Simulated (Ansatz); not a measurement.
**Two runs on SiO2**

System: SiO2 (P6₄22, 9 atoms in the cell).
Method of run A: Kohn-Sham DFT of a periodic cell, r2SCAN, Ansatz PAW, no spin polarisation (Ansatz 0.2.0).

The structure derives from a Materials Project entry. Text and figures count atoms from 1; the logs count them from 0 in places.

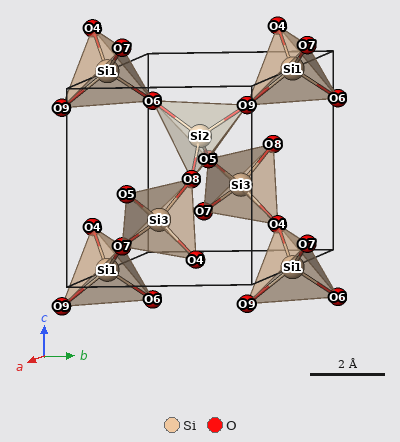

Fig. 1: The starting structure (polyhedral view of the cell of the calculation, seen at an oblique angle; polyhedra are completed across the faces of the cell; atoms are numbered from 1 in the order of the input). An atom can appear more than once, as a periodic image.

### Input file, run A
```yaml
crystal:
  lattice:
    - [5.0605222284, 0.0, 0.0]
    - [-2.5302611142, 4.3825408062, 0.0]
    - [0.0, 0.0, 5.54135331]
  atoms:
    - { symbol: Si, position: [0.5, 0.0, 0.0] }
    - { symbol: Si, position: [0.5, 0.5, 0.6666666667] }
    - { symbol: Si, position: [0.0, 0.5, 0.3333333333] }
    - { symbol: O, position: [0.20860537, 0.79139463, 0.1666666667] }
    - { symbol: O, position: [0.20860537, 0.41721074, 0.5] }
    - { symbol: O, position: [0.41721074, 0.20860537, 0.8333333333] }
    - { symbol: O, position: [0.79139463, 0.20860537, 0.1666666667] }
    - { symbol: O, position: [0.79139463, 0.58278926, 0.5] }
    - { symbol: O, position: [0.58278926, 0.79139463, 0.8333333333] }
hamiltonian:
  xc: r2scan
  pseudopotentials: { kind: paw }
kpoints:
  mp_grid: { grid: [6, 6, 5] }
scf:
  occupations: { method: fermi_dirac, width: 0.05 }
output:
  forces: true
  stress: true
  eigenvalues: true
relax:
  f_tol: 0.01
  max_steps: 40
  cell: { stress_tol: 0.05 }
```

Launched with:
```bash
ansatz run input.yaml --threads 4 --pin off --max-ram 11264MiB --backend cpu --events-out ev --progress --plain --runs-dir out
```

Hardware: 4 threads of Arm Neoverse V1, 24 GiB of memory available, shared host.

### Output, shortened to warnings, some set-up lines, iterations and results (run A)
```
Basis set: ecut = 500 eV, 3147 PW (Γ), exchange–correlation on 160×160×180 points (64 copies of the dense FFT grid, shifted against one another)
Symmetry: 12 space group operations
k-points: 21 of 180 (time reversal used)
Initial density: superposition of atomic densities (neutral atoms: chi_scale 0, normalization atom), corrected by the library's trained network
[...]
SCF iter   1: F=—  HF=-5339.944549 eV  |F-HF|=—  |Δ(HF+E_count)|=         —  Δρ=6.39e-3  dr2=4.87e-2  dr2_τ=7.88e-1  ethr=1.77e-3  ⟨swp⟩=6.7  Hψ=3839  notcnv=0  defer=17
SCF iter   2: F=—  HF=-5340.199116 eV  |F-HF|=—  |Δ(HF+E_count)|=   2.55e-1  Δρ=4.39e-3  dr2=1.62e-2  dr2_τ=1.08e-3  ethr=1.01e-4  ⟨swp⟩=3.0  Hψ=1632  notcnv=0  defer=47
SCF iter   3: F=—  HF=-5340.196623 eV  |F-HF|=—  |Δ(HF+E_count)|=   2.49e-3  Δρ=4.66e-4  dr2=1.01e-4  dr2_τ=1.36e-4  ethr=3.38e-5  ⟨swp⟩=2.0  Hψ=1164  notcnv=0  defer=47
SCF iter   4: F=—  HF=-5340.196736 eV  |F-HF|=—  |Δ(HF+E_count)|=   1.13e-4  Δρ=1.83e-4  dr2=2.05e-5  dr2_τ=1.93e-6  ethr=2.10e-7  ⟨swp⟩=2.0  Hψ=1150  notcnv=0  defer=47
SCF iter   5: F=—  HF=-5340.196812 eV  |F-HF|=—  |Δ(HF+E_count)|=   7.57e-5  Δρ=6.91e-5  dr2=5.72e-6  dr2_τ=3.34e-7  ethr=4.28e-8  ⟨swp⟩=2.0  Hψ=1138  notcnv=0  defer=47
[... 25 lines ...]
SCF iter   1: F=—  HF=-5340.197013 eV  |F-HF|=—  |Δ(HF+E_count)|=         —  Δρ=1.04e-6  dr2=7.02e-10  dr2_τ=2.94e-10  ethr=8.29e-8  ⟨swp⟩=3.7  Hψ=5909  notcnv=0
SCF iter   2: F=—  HF=-5340.197087 eV  |F-HF|=—  |Δ(HF+E_count)|=   7.48e-5  Δρ=6.88e-7  dr2=2.75e-10  dr2_τ=1.17e-10  ethr=1.46e-12  ⟨swp⟩=3.8  Hψ=1837  notcnv=0
SCF iter   3: F=-5340.197087 eV  HF=-5340.197087 eV  |F-HF|=7.09e-11  |Δ(HF+E_count)|=  1.00e-11  Δρ=3.81e-7  dr2=7.27e-11  dr2_τ=1.58e-11  ethr=1.00e-12  ⟨swp⟩=6.0  Hψ=3076  …
SCF 5 converged in 3 iterations: F = -5340.197087 eV  dr2 = 7.27e-11
relax step   5: F+E_penalty+E_count = -5340.19708743 eV  Δ(F+E_penalty+E_count) = +7.932e-6 eV  max|allowed force component| = 1.318e-3 eV/Å  Δτ_max = 0.0000 Å  P = -0.030 …
basis re-selected at this cell: Δ(F+E_penalty+E_count) = +7.932e-6 eV, ΔP = -0.000 GPa vs the last step (what re-selecting the basis moved, of the pressure what is left beyond the Pulay correction that the steps carried, after the strain that the cell walked since its last selection, with what the …
SCF converged after 3 iterations
Free energy (F): -5340.197087 eV
Harris-Foulkes:  -5340.197087 eV  (|F-HF|=7.09e-11)
Internal energy: -5340.197087 eV  (E = F + TS)
E sigma→0 (E₀):  -5340.197087 eV
Fermi energy:    4.632586 eV
--- Per-component energies (eV) ---
  E_band       = -278.555868
  E_kinetic    = 1215.922621
  E_local      = -3181.107480  (includes V_loc(G=0)·N_el)
  E_nonlocal   = 353.990511
  E_hartree    = 1157.969942
  E_xc         = -599.910707
  E_vxc        = -794.194940  (∫ρ·V_xc dr)
  E_paw        = -2526.116577  (= ΣΔE_a)
  E_vpaw       = -239.193791  (= ΣTr[D̂ρ^β])
  E_aug_tail   = 0.006285  (compensation charges beyond the density's cutoff)
  E_vtau       = 50.081215  (kinetic-family band-sum trace: ∫τ·v_τ [+ j·A + Jᵃ·Aᵃ] dr)
  E_ewald      = -1760.530739
  E_core_change = -0.420944  (= ΣΔE_core)
  E_smearing   = -0.000000  (= −TS)
  E_closure    = 0.000000  (closes the sum)
  Σ components = -5340.197087   (vs F -5340.197087, Δ=0.00e0)
--- Forces (eV/Å), atoms counted from 1 ---
  atom   1  Si     0.00000000    -0.00000000     0.00000000
  atom   2  Si    -0.00000000     0.00000000    -0.00000000
  atom   3  Si     0.00000000    -0.00000000     0.00000000
  atom   4  O      0.00114119    -0.00065886     0.00000000
  atom   5  O     -0.00000000     0.00131773     0.00000000
  atom   6  O      0.00114119     0.00065886     0.00000000
  atom   7  O     -0.00114119     0.00065886    -0.00000000
  atom   8  O      0.00000000    -0.00131773    -0.00000000
  atom   9  O     -0.00114119    -0.00065886     0.00000000
  max |Σ_I F_I| component: 8.67e-18 eV/Å
--- Stress (GPa, compression-positive) ---
       -0.030404       0.000000      -0.000000
        0.000000      -0.030404       0.000000
       -0.000000       0.000000      -0.029813
  P = ⅓ Tr σ = -0.0302 GPa (-0.302 kbar)
--- Relaxed structure (4 steps of the walk, 4 accepted, 1 SCFs on fresh bases) ---
[...]
```

For run B the input was changed thus:
```diff
-  xc: r2scan
+  xc: lda
+  write_density: true
+  write_potential: true
+  elf: true
+  volumetric_format: npy
```

What does this change do to the results?

The total energies belong to different methods, so their difference says nothing on which is more stable or more accurate. The gap on the mesh goes from 6.29 to 5.49 eV. The volume per atom goes from 13.65 to 13.50 Å³. The functional changes from r2SCAN to LDA. The SCF takes 38 iterations over all geometry steps against 25. The default cutoff goes from 500 to 420 eV with the change.

### Output, shortened to warnings, some set-up lines, iterations and results (run B)
```
Basis set: ecut = 420 eV, 2449 PW (Γ)
Symmetry: 12 space group operations
k-points: 21 of 180 (time reversal used)
Initial density: superposition of atomic densities (neutral atoms: chi_scale 0, normalization atom), corrected by the library's trained network
[...]
SCF iter   1: F=—  HF=-5168.095397 eV  |F-HF|=—  |Δ(HF+E_count)|=         —  Δρ=1.36e-2  dr2=2.06e-1  ethr=1.77e-3  ⟨swp⟩=6.9  Hψ=3884  notcnv=0  defer=9
SCF iter   2: F=—  HF=-5168.036636 eV  |F-HF|=—  |Δ(HF+E_count)|=   5.88e-2  Δρ=3.60e-3  dr2=5.64e-3  ethr=4.29e-4  ⟨swp⟩=2.2  Hψ=1372  notcnv=0  defer=42
SCF iter   3: F=—  HF=-5168.035065 eV  |F-HF|=—  |Δ(HF+E_count)|=   1.57e-3  Δρ=1.64e-3  dr2=1.99e-3  ethr=1.17e-5  ⟨swp⟩=2.5  Hψ=1066  notcnv=0  defer=42
SCF iter   4: F=—  HF=-5168.034444 eV  |F-HF|=—  |Δ(HF+E_count)|=   6.21e-4  Δρ=1.34e-4  dr2=3.56e-5  ethr=4.14e-6  ⟨swp⟩=2.0  Hψ=1083  notcnv=0  defer=42
SCF iter   5: F=—  HF=-5168.034460 eV  |F-HF|=—  |Δ(HF+E_count)|=   1.61e-5  Δρ=2.92e-5  dr2=1.07e-6  ethr=7.42e-8  ⟨swp⟩=2.3  Hψ=1144  notcnv=0  defer=42
[... 44 lines ...]
SCF iter   3: F=—  HF=-5168.041786 eV  |F-HF|=—  |Δ(HF+E_count)|=   1.46e-9  Δρ=1.55e-6  dr2=2.03e-9  ethr=1.82e-11  ⟨swp⟩=2.0  Hψ=1075  notcnv=0
SCF iter   4: F=—  HF=-5168.041786 eV  |F-HF|=—  |Δ(HF+E_count)|=   1.08e-9  Δρ=3.98e-7  dr2=1.21e-10  ethr=4.22e-12  ⟨swp⟩=2.5  Hψ=1062  notcnv=0
SCF iter   5: F=-5168.041786 eV  HF=-5168.041786 eV  |F-HF|=9.09e-13  |Δ(HF+E_count)|=  1.91e-11  Δρ=4.33e-8  dr2=1.62e-12  ethr=1.00e-12  ⟨swp⟩=8.6  Hψ=3603  notcnv=0
SCF 8 converged in 5 iterations: F = -5168.041786 eV  dr2 = 1.62e-12
relax step   8: F+E_penalty+E_count = -5168.04178578 eV  Δ(F+E_penalty+E_count) = +3.364e-4 eV  max|allowed force component| = 5.596e-5 eV/Å  Δτ_max = 0.0000 Å  P = -0.004 …
basis re-selected at this cell: Δ(F+E_penalty+E_count) = +3.364e-4 eV, ΔP = -0.002 GPa vs the last step (what re-selecting the basis moved, of the pressure what is left beyond the Pulay correction that the steps carried, after the strain that the cell walked since its last selection, with what the …
SCF converged after 5 iterations
Free energy (F): -5168.041786 eV
Harris-Foulkes:  -5168.041786 eV  (|F-HF|=9.09e-13)
Internal energy: -5168.041786 eV  (E = F + TS)
E sigma→0 (E₀):  -5168.041786 eV
Fermi energy:    4.448125 eV
--- Per-component energies (eV) ---
  E_band       = -253.274290
  E_kinetic    = 1203.017007
  E_local      = -3166.204844  (includes V_loc(G=0)·N_el)
  E_nonlocal   = 376.949747
  E_hartree    = 1138.428750
  E_xc         = -602.161845
  E_vxc        = -704.656966  (∫ρ·V_xc dr)
  E_paw        = -2349.812117  (= ΣΔE_a)
  E_vpaw       = -239.252732  (= ΣTr[D̂ρ^β])
  E_aug_tail   = 0.016036  (compensation charges beyond the density's cutoff)
  E_ewald      = -1769.109040
  E_core_change = 0.834521  (= ΣΔE_core)
  E_smearing   = -0.000000  (= −TS)
  E_closure    = 0.000000  (closes the sum)
  Σ components = -5168.041786   (vs F -5168.041786, Δ=0.00e0)
--- Forces (eV/Å), atoms counted from 1 ---
  atom   1  Si     0.00000000    -0.00000000     0.00000000
  atom   2  Si     0.00000000     0.00000000    -0.00000000
  atom   3  Si    -0.00000000     0.00000000     0.00000000
  atom   4  O     -0.00004846     0.00002798     0.00000000
  atom   5  O     -0.00000000    -0.00005596     0.00000000
  atom   6  O     -0.00004846    -0.00002798     0.00000000
  atom   7  O      0.00004846    -0.00002798    -0.00000000
  atom   8  O     -0.00000000     0.00005596    -0.00000000
  atom   9  O      0.00004846     0.00002798    -0.00000000
  max |Σ_I F_I| component: 2.33e-17 eV/Å
--- Stress (GPa, compression-positive) ---
       -0.005550       0.000000      -0.000000
        0.000000      -0.005550      -0.000000
        0.000000      -0.000000      -0.001257
  P = ⅓ Tr σ = -0.0041 GPa (-0.041 kbar)
--- Relaxed structure (6 steps of the walk, 6 accepted, 2 SCFs on fresh bases) ---
  F+E_penalty+E_count = -5168.04178578 eV   max|allowed force component| = 5.596e-5 eV/Å   (the final SCF, on the basis selected at the relaxed cell)
  cell:  # Å, volume = 121.4746 Å³
[...]
```

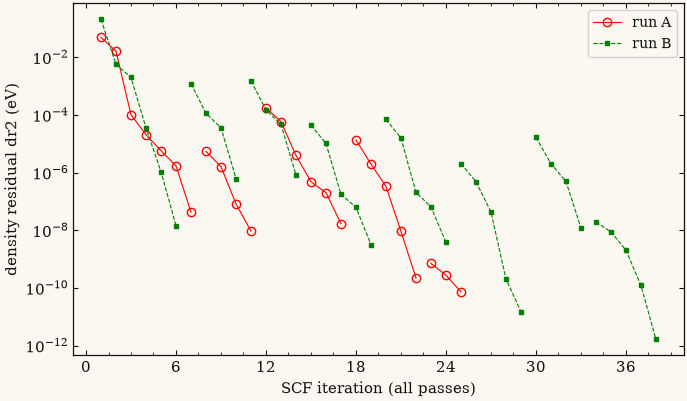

Fig. 2: Convergence of the two runs: density residual dr2 against the SCF iteration. A break in a curve parts two SCF passes. Run A takes 25 iterations in all, and run B takes 38.

### The two runs side by side

```tsv
quantity	run A	run B
outcome	converged	converged
free energy per atom (eV)	−593.3552	−574.2269
gap on the mesh (eV)	6.29	5.49
pressure (GPa)	−0.03	0.00
volume per atom (Å³)	13.65	13.50
largest force (eV/Å)	0.001	0.000
SCF iterations	25	38
irreducible k-points	21	21
wall time (shared host)	24 s	22 s
```
